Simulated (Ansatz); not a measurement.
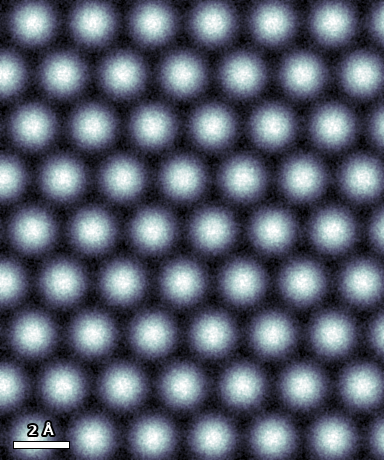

HAADF-like image of a crystal. Simulation: incoherent imaging, intensity Z^1.8 per atom, probe width 1.30 Å, thin sample. The probe carries 25 % of its weight in a tail 2.5 times as wide. The display is stretched by a gamma of 0.8; percentages refer to the linear signal. Shot noise was added.

Question: Measure the repeat of the pattern.

Answer: The pattern repeats on a hexagonal net with a repeat of 2.2 Å.

Question: What is the plane group of the image?

Answer: p6mm: sixfold points with mirror lines through them.

Question: How many columns does the smallest repeating cell hold, and how many levels of brightness?

Answer: 1 column in the primitive cell of 4.1 Å², all of one brightness.

The crystal is Ti (Pm-3m, No. 221) seen along [111]. Model: a calculation's starting geometry; the starting structure was generated, so it need not be a known form of this composition.
